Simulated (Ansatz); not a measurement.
**Ge$_{3}$Si$_{5}$: geometry relaxation (part 2 of 2)**

Ge$_{3}$Si$_{5}$ (C2, 16 atoms in the cell); DFT PBEsol, scalar-relativistic, plane waves, PAW, no spin polarisation (Ansatz 0.2.0); cutoff 420 eV, 6×6×6 k-mesh, Gaussian smearing of 0.02 eV. The structure was built on a prototype by a generator; it need not be a known phase.

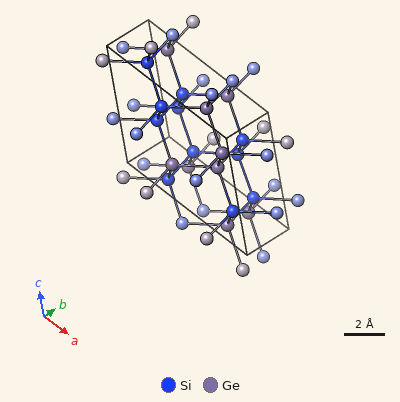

The geometry at step 3 of the log (ball-and-stick view of the reduced cell, seen slightly off an axis; neighbours outside the cell are drawn fainter).

Output, continued
```
  k-point 0: bands = ["-17.3486", "-17.3318", "-17.3020", "-17.2944", "-17.2341", "-17.2338", "-17.2318", "-17.2303", "-17.2187", "-17.1998", "-17.1976", "-17.1973", "-17.1954", "-17.1830", "-17.1822", "-17.1815", "-17.1791", "-17.1732", "-17.1714", "-17.1610", "-17.1554", "-17.1395", "-17.1347", "-17.1215", "-17.1188", "-17.0983", "-17.0927", "-17.0765", "-17.0601", "-17.0253", "-5.2290", "-3.2030", "-3.0854", "-2.8685", "-2.7380", "-1.4912", "-1.2664", "-1.2209", "-1.0210", "-0.9686", "-0.8388", "-0.2470", "-0.1339", "-0.0086", "0.0732", "4.0988", "4.1253", "4.1432", "4.1445", "4.1606", "4.1843", "5.6911", "5.7070", "5.7310", "5.7819", "5.8575", "5.9052", "5.9427", "5.9601", "7.1083", "7.1096", "7.1214", "7.4655", "7.5488", "7.6101", "7.6980", "7.8325", "7.8945", "7.9761", "8.0786", "8.2647", "8.3856", "9.1987", "9.6186", "9.6237", "9.6274", "10.3624", "10.3981"]
  k-point 1: bands = ["-17.3488", "-17.3318", "-17.3019", "-17.2943", "-17.2340", "-17.2338", "-17.2316", "-17.2302", "-17.2186", "-17.1995", "-17.1976", "-17.1973", "-17.1956", "-17.1832", "-17.1822", "-17.1815", "-17.1792", "-17.1732", "-17.1715", "-17.1613", "-17.1557", "-17.1394", "-17.1347", "-17.1212", "-17.1186", "-17.0983", "-17.0926", "-17.0764", "-17.0602", "-17.0255", "-5.1413", "-3.3524", "-3.1265", "-2.8355", "-2.7850", "-1.9168", "-1.6641", "-1.6084", "-0.6702", "-0.4242", "-0.3581", "-0.1214", "0.0673", "0.1041", "0.4351", "3.8256", "3.8269", "3.8439", "4.1926", "4.2323", "4.2380", "5.1375", "5.1417", "5.2340", "5.5677", "5.6469", "5.6716", "5.9028", "5.9147", "6.0908", "6.9687", "6.9743", "7.6161", "7.7915", "7.8358", "8.0534", "8.2336", "8.4379", "8.4934", "8.5577", "8.8034", "8.8507", "9.3108", "9.8423", "9.8512", "10.2625", "10.3428", "10.4145"]
  k-point 2: bands = ["-17.3491", "-17.3320", "-17.3017", "-17.2941", "-17.2339", "-17.2338", "-17.2311", "-17.2298", "-17.2185", "-17.1989", "-17.1977", "-17.1973", "-17.1960", "-17.1835", "-17.1824", "-17.1814", "-17.1794", "-17.1732", "-17.1716", "-17.1620", "-17.1563", "-17.1392", "-17.1347", "-17.1207", "-17.1181", "-17.0984", "-17.0925", "-17.0761", "-17.0604", "-17.0258", "-4.8834", "-3.8942", "-3.0225", "-2.7385", "-2.7139", "-2.3502", "-2.1074", "-2.0520", "-0.1860", "0.0687", "0.1232", "0.2271", "0.3391", "0.4156", "1.5104", "3.3839", "3.3847", "3.3908", "4.1570", "4.1580", "4.1891", "4.4149", "4.4571", "4.4683", "4.4947", "5.1899", "5.2662", "5.2745", "6.0363", "6.0420", "6.6476", "6.6533", "7.9133", "8.0905", "8.1448", "8.2981", "8.7816", "8.9082", "9.0540", "9.0918", "9.6777", "9.7729", "9.7921", "10.2813", "10.3052", "10.7044", "10.7262", "10.9905"]
  k-point 67: bands = ["-17.3509", "-17.3317", "-17.3017", "-17.2929", "-17.2343", "-17.2336", "-17.2285", "-17.2280", "-17.2169", "-17.2007", "-17.1990", "-17.1972", "-17.1972", "-17.1846", "-17.1835", "-17.1803", "-17.1801", "-17.1730", "-17.1715", "-17.1630", "-17.1589", "-17.1382", "-17.1349", "-17.1184", "-17.1176", "-17.0977", "-17.0926", "-17.0748", "-17.0605", "-17.0276", "-4.2530", "-4.1324", "-3.4116", "-3.2893", "-3.1344", "-2.9884", "-1.3017", "-0.9367", "-0.8668", "-0.8561", "1.0059", "1.2268", "1.3083", "1.4696", "3.0119", "3.1271", "3.1648", "3.1652", "3.1912", "3.2358", "3.2714", "3.2882", "3.3552", "3.3803", "5.0563", "5.0619", "5.2081", "5.2125", "5.6299", "5.6901", "5.7440", "5.8197", "7.9932", "8.1806", "9.1815", "9.3105", "9.3698", "9.5208", "10.0718", "10.1076", "11.2641", "11.3470", "11.3667", "11.4445", "11.6480", "11.7177", "11.7195", "11.7861"]
--- Relaxed structure (4 steps of the walk, 4 accepted, 1 SCFs on fresh bases) ---
  F+E_penalty+E_count = -31735.71971579 eV   max|allowed force component| = 4.285e-4 eV/Å   (the final SCF, on the basis selected at the relaxed cell)
  cell:  # Å, volume = 335.3248 Å³
    - [0.0, 5.514161485750273, 5.514130209328423]
    - [5.514057456866122, -5.0305268890986774e-5, 5.514180514597314]
    - [5.514057456866122, 5.514211791019164, -5.0305268890986774e-5]
  atoms:
    - { symbol: Si, position: [0.3722256455353312, 0.37236207818007744, 0.37759564839172677] }
    - { symbol: Si, position: [0.3709571121020407, 0.3764345741998343, 0.8764021838439374] }
    - { symbol: Si, position: [0.3762061298541878, 0.8764021838439375, 0.3764345741998343] }
    - { symbol: Ge, position: [0.37190113444083706, 0.8779057445416727, 0.8721830549912665] }
    - { symbol: Si, position: [0.8778166278928647, 0.3775956483917269, 0.3723620781800774] }
    - { symbol: Si, position: [0.8790652850410602, 0.37341855174047545, 0.8737055125077962] }
    - { symbol: Si, position: [0.8738106507106682, 0.8737055125077962, 0.37341855174047534] }
    - { symbol: Ge, position: [0.8780100660262238, 0.8721830549912666, 0.8779057445416726] }
    - { symbol: Si, position: [0.24985948487754323, 0.25014051512245683, 0.25014051512245683] }
    - { symbol: Si, position: [0.24867531133119114, 0.2542739270345575, 0.7484132347004653] }
    - { symbol: Ge, position: [0.24861084573463876, 0.7483525430482469, 0.25450257973408486] }
    - { symbol: Si, position: [0.25281271070161215, 0.747187289298388, 0.747187289298388] }
    - { symbol: Ge, position: [0.7498977463369854, 0.2501022536630148, 0.2501022536630146] }
    - { symbol: Ge, position: [0.7485340314830299, 0.25450257973408463, 0.748352543048247] }
    - { symbol: Si, position: [0.7486375269337864, 0.7484132347004654, 0.2542739270345574] }
    - { symbol: Ge, position: [0.7529796909979977, 0.7470203090020023, 0.7470203090020021] }
```

Trajectory as extended XYZ (Å, eV, eV/Å), 5 frames, from step=1 to step=5
```
16
Lattice="0.0000 5.5136 5.5136 5.5136 0.0000 5.5136 5.5136 5.5136 0.0000" Properties=species:S:1:pos:R:3:forces:R:3 step=1 energy=-31735.62912 pressure_GPa=0.08
Si    4.1352    4.1352    4.1352    0.0179   0.0013  -0.4593
Si    6.8920    6.8920    4.1352    0.2310  -0.2516  -0.2108
Si    6.8920    4.1352    6.8920    0.2310   0.2516   0.2108
Ge    9.6489    6.8920    6.8920   -0.0193  -0.5215  -0.0016
Si    4.1352    6.8920    6.8920    0.0179  -0.0013   0.4593
Si    6.8920    9.6489    6.8920   -0.2299   0.2143   0.2459
Si    6.8920    6.8920    9.6489   -0.2299  -0.2143  -0.2459
Ge    9.6489    9.6489    9.6489   -0.0193   0.5215   0.0016
Si    2.7568    2.7568    2.7568    0.0207   0.0000   0.0000
Si    5.5136    5.5136    2.7568    0.2340  -0.2534   0.2130
Ge    5.5136    2.7568    5.5136    0.2626   0.2420  -0.2840
Si    8.2704    5.5136    5.5136   -0.4462   0.0000   0.0000
Ge    2.7568    5.5136    5.5136   -0.0219   0.0000   0.0000
Ge    5.5136    8.2704    5.5136    0.2626  -0.2420   0.2840
Si    5.5136    5.5136    8.2704    0.2340   0.2534  -0.2130
Ge    8.2704    8.2704    8.2704   -0.5452   0.0000   0.0000
16
Lattice="0.0000 5.5151 5.5150 5.5150 0.0000 5.5150 5.5150 5.5151 0.0000" Properties=species:S:1:pos:R:3:forces:R:3 step=2 energy=-31735.71809 pressure_GPa=-0.04
Si    4.1329    4.1359    4.1051    0.0450  -0.0117   0.0144
Si    6.9099    6.8814    4.1180   -0.0061  -0.0305   0.0590
Si    6.9099    4.1487    6.9121   -0.0061   0.0305  -0.0590
Ge    9.6545    6.8600    6.8927   -0.0391   0.0151  -0.0078
Si    4.1329    6.8942    6.9249    0.0450   0.0117  -0.0144
Si    6.8777    9.6703    6.9054    0.0002  -0.0548   0.0316
Si    6.8777    6.8749    9.6397    0.0002   0.0548  -0.0316
Ge    9.6545    9.6852    9.6524   -0.0391  -0.0151   0.0078
Si    2.7555    2.7575    2.7575    0.0548   0.0000   0.0000
Si    5.5307    5.5013    2.7769   -0.0155  -0.0365  -0.0462
Ge    5.5318    2.7780    5.5002   -0.0148  -0.0412  -0.0344
Si    8.2374    5.5151    5.5150    0.0563   0.0000   0.0000
Ge    2.7612    5.5151    5.5150   -0.0297   0.0000   0.0000
Ge    5.5318    8.2521    5.5299   -0.0148   0.0412   0.0344
Si    5.5307    5.5289    8.2532   -0.0155   0.0365   0.0462
Ge    8.2409    8.2726    8.2725   -0.0209   0.0000   0.0000
16
Lattice="0.0000 5.5144 5.5145 5.5143 -0.0000 5.5145 5.5143 5.5145 -0.0000" Properties=species:S:1:pos:R:3:forces:R:3 step=3 energy=-31735.71969 pressure_GPa=-0.01
Si    4.1354    4.1351    4.1061    0.0014  -0.0045  -0.0016
Si    6.9083    6.8786    4.1210    0.0026  -0.0008   0.0087
Si    6.9083    4.1503    6.9080    0.0026   0.0008  -0.0087
Ge    9.6506    6.8604    6.8923   -0.0014   0.0016  -0.0036
Si    4.1354    6.8938    6.9229    0.0014   0.0045   0.0016
Si    6.8772    9.6658    6.9069   -0.0032  -0.0014  -0.0001
Si    6.8772    6.8776    9.6366   -0.0032   0.0014   0.0001
Ge    9.6506    9.6830    9.6512   -0.0014  -0.0016   0.0036
Si    2.7580    2.7572    2.7573    0.0124   0.0000   0.0000
Si    5.5293    5.4988    2.7736   -0.0036  -0.0073  -0.0012
Ge    5.5303    2.7743    5.4979   -0.0035   0.0010  -0.0025
Si    8.2404    5.5144    5.5145   -0.0011   0.0000   0.0000
Ge    2.7581    5.5144    5.5145    0.0028   0.0000   0.0000
Ge    5.5303    8.2546    5.5311   -0.0035  -0.0010   0.0025
Si    5.5293    5.5301    8.2554   -0.0036   0.0073   0.0012
Ge    8.2385    8.2717    8.2718    0.0014   0.0000   0.0000
16
Lattice="0.0000 5.5142 5.5141 5.5141 -0.0001 5.5142 5.5141 5.5142 -0.0001" Properties=species:S:1:pos:R:3:forces:R:3 step=4 energy=-31735.71972 pressure_GPa=0.00
Si    4.1353    4.1346    4.1058   -0.0001   0.0000  -0.0003
Si    6.9082    6.8782    4.1212    0.0001  -0.0001   0.0004
Si    6.9082    4.1502    6.9071    0.0001   0.0001  -0.0004
Ge    9.6501    6.8601    6.8916    0.0000   0.0002   0.0002
Si    4.1353    6.8937    6.9225   -0.0001   0.0000   0.0003
Si    6.8767    9.6651    6.9063   -0.0001   0.0002   0.0000
Si    6.8767    6.8774    9.6361   -0.0001  -0.0002   0.0000
Ge    9.6501    9.6824    9.6508    0.0000  -0.0002  -0.0002
Si    2.7586    2.7571    2.7571    0.0003   0.0000   0.0000
Si    5.5289    5.4981    2.7733    0.0002  -0.0004  -0.0003
Ge    5.5298    2.7742    5.4974    0.0000   0.0000   0.0003
Si    8.2401    5.5142    5.5141   -0.0004   0.0000   0.0000
Ge    2.7582    5.5142    5.5141   -0.0003   0.0000   0.0000
Ge    5.5298    8.2541    5.5309    0.0000   0.0000  -0.0003
Si    5.5289    5.5302    8.2550    0.0002   0.0004   0.0003
Ge    8.2382    8.2712    8.2712    0.0003   0.0000   0.0000
16
Lattice="0.0000 5.5142 5.5141 5.5141 -0.0001 5.5142 5.5141 5.5142 -0.0001" Properties=species:S:1:pos:R:3:forces:R:3 step=5 energy=-31735.71972 pressure_GPa=0.00
Si    4.1353    4.1346    4.1058   -0.0001   0.0000  -0.0003
Si    6.9082    6.8782    4.1212    0.0001  -0.0001   0.0004
Si    6.9082    4.1502    6.9071    0.0001   0.0001  -0.0004
Ge    9.6501    6.8601    6.8916    0.0000   0.0002   0.0002
Si    4.1353    6.8937    6.9225   -0.0001   0.0000   0.0003
Si    6.8767    9.6651    6.9063   -0.0001   0.0003   0.0000
Si    6.8767    6.8774    9.6361   -0.0001  -0.0003   0.0000
Ge    9.6501    9.6824    9.6508    0.0000  -0.0002  -0.0002
Si    2.7586    2.7571    2.7571    0.0003   0.0000   0.0000
Si    5.5289    5.4981    2.7733    0.0002  -0.0004  -0.0003
Ge    5.5298    2.7742    5.4974    0.0000   0.0000   0.0003
Si    8.2401    5.5142    5.5141   -0.0004   0.0000   0.0000
Ge    2.7582    5.5142    5.5141   -0.0003   0.0000   0.0000
Ge    5.5298    8.2541    5.5309    0.0000   0.0000  -0.0003
Si    5.5289    5.5302    8.2550    0.0002   0.0004   0.0003
Ge    8.2382    8.2712    8.2712    0.0003   0.0000   0.0000
```

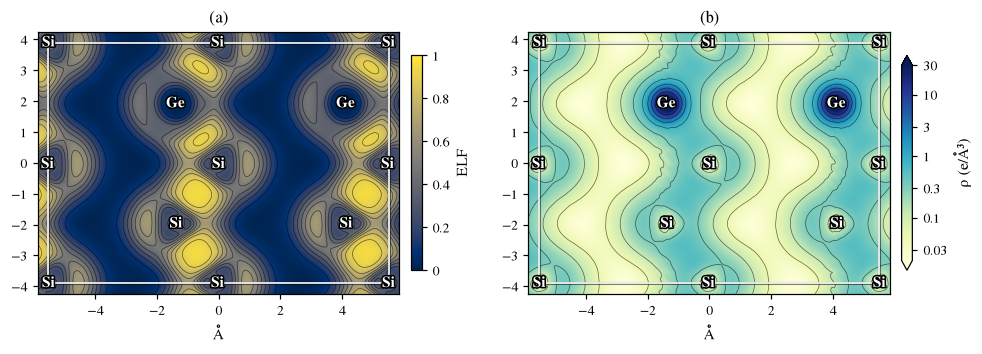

(a) ELF; (b) valence charge density (pseudo) on the (100) plane of the conventional cell. The plane passes through Si and Ge nuclei. Away from the nuclei the density in this plane falls to 0.02 e/Å³ at its lowest. The fields are those of the smooth PAW valence density.

This output came from the following input.

Input file
```yaml
crystal:
  lattice:
    - [0.0, 5.5136325, 5.5136325]
    - [5.5136325, 0.0, 5.5136325]
    - [5.5136325, 5.5136325, 0.0]
  atoms:
    - { symbol: Si, position: [0.375, 0.375, 0.375] }
    - { symbol: Si, position: [0.375, 0.375, 0.875] }
    - { symbol: Si, position: [0.375, 0.875, 0.375] }
    - { symbol: Ge, position: [0.375, 0.875, 0.875] }
    - { symbol: Si, position: [0.875, 0.375, 0.375] }
    - { symbol: Si, position: [0.875, 0.375, 0.875] }
    - { symbol: Si, position: [0.875, 0.875, 0.375] }
    - { symbol: Ge, position: [0.875, 0.875, 0.875] }
    - { symbol: Si, position: [0.25, 0.25, 0.25] }
    - { symbol: Si, position: [0.25, 0.25, 0.75] }
    - { symbol: Ge, position: [0.25, 0.75, 0.25] }
    - { symbol: Si, position: [0.25, 0.75, 0.75] }
    - { symbol: Ge, position: [0.75, 0.25, 0.25] }
    - { symbol: Ge, position: [0.75, 0.25, 0.75] }
    - { symbol: Si, position: [0.75, 0.75, 0.25] }
    - { symbol: Ge, position: [0.75, 0.75, 0.75] }
basis:
  ecutwfc: 420
kpoints:
  mp_grid: { grid: [6, 6, 6] }
hamiltonian:
  xc: pbesol
scf:
  occupations: { method: gaussian, width: 0.02 }
output:
  forces: true
  stress: true
  eigenvalues: true
  write_density: true
  write_potential: true
  elf: true
  volumetric_format: npy
relax:
  adjacent_minimum: "off"
  f_tol: 0.005
  max_steps: 80
  cell: { stress_tol: 0.05 }
```

Launched with:
```bash
ansatz run input.yaml --threads 4 --pin off --max-ram 10240MiB --backend cpu --events-out ev --progress --plain --runs-dir out
```

Results in brief

```json
{"quantity": "outcome", "value": "converged"}
{"quantity": "space group (tolerance 0.01 Å)", "value": "C2 (5)"}
{"quantity": "electrons treated", "value": "124"}
{"quantity": "free energy", "value": "−31735.7197 eV"}
{"quantity": "Fermi energy", "value": "7.293 eV"}
{"quantity": "gap on the k-point mesh", "value": "0.34 eV"}
{"quantity": "pressure", "value": "0.00 GPa"}
{"quantity": "final volume", "value": "335.32 Å³"}
{"quantity": "largest force (length of the vector) at the end", "value": "0.001 eV/Å"}
{"quantity": "final cell", "value": "a = 7.798 Å, b = 7.798 Å, c = 7.798 Å, α = 60.00°, β = 60.00°, γ = 60.00°"}
{"quantity": "hardware", "value": "4 threads of Intel Xeon @ 2.50GHz (Skylake/Cascade Lake), 32 GiB of memory available, shared host"}
{"quantity": "wall time", "value": "3.5 min (CPU time 14 min)"}
{"quantity": "peak memory", "value": "1.7 GiB"}
```
